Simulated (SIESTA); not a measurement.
## GaS: 7 runs along one coordinate

System: GaS (P6₃/mmc, 8 atoms in the cell).
Method: Kohn-Sham DFT of a periodic cell, PBEsol, PseudoDojo 0.4 standard, converted to PSML, no spin polarisation (SIESTA 5.4.2).

The 7 runs differ only in the geometry, by an even scaling of the cell at fixed fractional positions. The structure derives from an entry of the Crystallography Open Database.

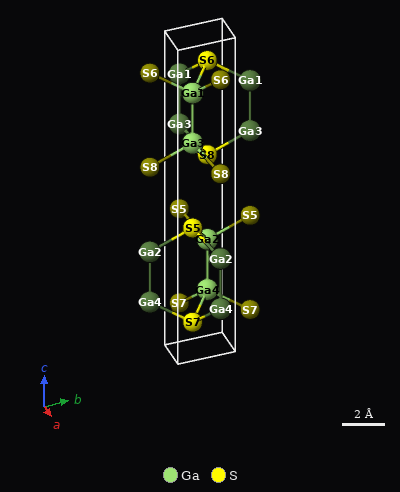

Figure 1. The structure of run 4 (ball-and-stick view of the cell of the calculation, seen slightly off an axis; neighbours outside the cell are drawn fainter; atoms are numbered from 1 in the order of the input). An atom can appear more than once, as a periodic image.

**Input of run 4**
```
SystemName                      GaS
SystemLabel                     GaS
NumberOfSpecies                 2
NumberOfAtoms                   8
%block ChemicalSpeciesLabel
  1  31 Ga
  2  16 S
%endblock ChemicalSpeciesLabel

LatticeConstant                 1.0 Ang
%block LatticeVectors
     3.5850000000     0.0000000000     0.0000000000
    -1.7925000000     3.1047010726     0.0000000000
     0.0000000000     0.0000000000    15.5000000000
%endblock LatticeVectors
AtomicCoordinatesFormat         Fractional
%block AtomicCoordinatesAndAtomicSpecies
     0.6666666667     0.3333333333     0.8300000000  1  Ga
     0.3333333333     0.6666666667     0.3300000000  1  Ga
     0.6666666667     0.3333333333     0.6700000000  1  Ga
     0.3333333333     0.6666666667     0.1700000000  1  Ga
     0.6666666667     0.3333333333     0.4000000000  2  S
     0.3333333333     0.6666666667     0.9000000000  2  S
     0.6666666667     0.3333333333     0.1000000000  2  S
     0.3333333333     0.6666666667     0.6000000000  2  S
%endblock AtomicCoordinatesAndAtomicSpecies

%block kgrid.MonkhorstPack
    7   0   0  0.0
    0   7   0  0.0
    0   0   2  0.0
%endblock kgrid.MonkhorstPack
XC.Functional                   GGA
XC.Authors                      PBEsol
PAO.BasisSize                   DZP
PAO.EnergyShift                 0.003 Ry
Mesh.Cutoff                     800 Ry
OccupationFunction              FD
ElectronicTemperature           0.05 eV
MaxSCFIterations                120
SCF.MustConverge                false
SCF.Mixer.Method                Pulay
SCF.Mixer.Weight                0.25
SCF.Mixer.History               8
SCF.DM.Tolerance                5.0e-05
SCF.H.Tolerance                 1.0e-03 eV
WriteForces                     true
Charge.Mulliken                 end
%block PAO.Basis
  Ga 4
  n=4 0 2
    6.562 0.000
  n=4 1 2
    9.354 0.000
  n=3 2 2
    3.582 0.000
  n=4 2 1
    9.354
%endblock PAO.Basis
```

Command:
```bash
siesta < GaS.fdf > GaS.out 2>&1
```

Run 6 differs from it as follows:
```diff
-     3.5850000000     0.0000000000     0.0000000000
-    -1.7925000000     3.1047010726     0.0000000000
-     0.0000000000     0.0000000000    15.5000000000
+     3.6321764627     0.0000000000     0.0000000000
+    -1.8160882313     3.1455570878     0.0000000000
+     0.0000000000     0.0000000000    15.7039707592
```

**Results, with one run withheld**

```tsv
run	volume per atom (Å³)	free energy per atom, from the lowest run given (meV)	pressure (GPa)	gap on the mesh (eV)
1	20.271	15.90	4.58	1.43
2	20.702	6.08	2.75	1.46
3	21.134	0.97	1.09	1.48
4	21.565	0.00	−0.35	1.51
5	21.996	2.80	−1.71	1.53
6	22.428	?	?	?
7	22.859	18.26	−3.90	1.34
```

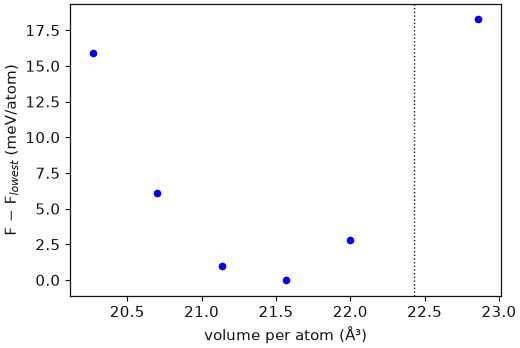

Figure 2. Free energy per atom of the runs given; the dotted line marks run 6.

What should run 6 give?

A cubic polynomial in V^(−2/3) (the Birch–Murnaghan form), fitted to the 6 runs given, misses them by at most 0.02 meV per atom. With x = V^(−2/3) − 0.12976 Å⁻², it reads F = −0.095343 + 303.37 x + 6.42e+05 x² + 6.7855e+05 x³ (meV per atom). At run 6 it gives 9.02 meV per atom, and the run itself gives 9.08. The slope of the fit gives a pressure −dF/dV of −2.89 GPa there, and the run prints −2.90 GPa. The fit has its minimum at 21.452 Å³ per atom, where V d²F/dV² gives 71.4 GPa. Cell shape and fractional positions are held, so this is the stiffness under even scaling; the relaxed bulk modulus wasn't computed and can be far lower in a crystal of layers, chains or molecules like this one. The gap on the mesh lies between 1.34 eV (run 7) and 1.53 eV (run 5); run 6 has 1.44 eV. These are gaps of this functional on this mesh, which can miss the band edges; they aren't the measured gap.

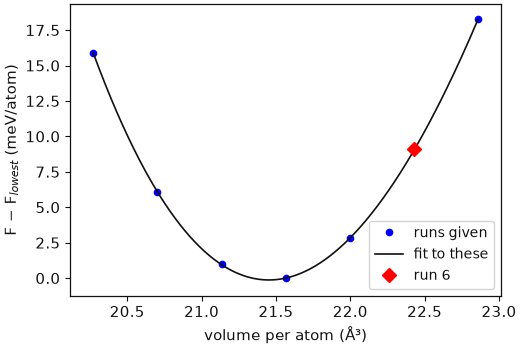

Figure 3. The fit and the withheld run.

**Some lines of the output (run 6)**
```
[...]
outcell: Cell volume (Ang**3)        :    179.4213
stepf: Fermi-Dirac step function
siesta: Etot    =     -9511.111162
siesta: FreeEng =     -9511.111162
        iscf     Eharris(eV)        E_KS(eV)     FreeEng(eV)     dDmax    Ef(eV) dHmax(eV)
siesta: E_KS(eV) =            -9512.8083
siesta: E_KS - E_eggbox =     -9512.8083
siesta: Etot    =     -9512.808265
siesta: FreeEng =     -9512.808265
siesta:         Fermi =      -4.449251
siesta: Cell volume =        179.421296 Ang**3
    Orbital volume contribution        =           9.499228 eV
```

Notes: Points of doubt noted for this run: mulliken charges of long orbitals. With a small basis of atomic orbitals these values can differ much from converged plane-wave results.
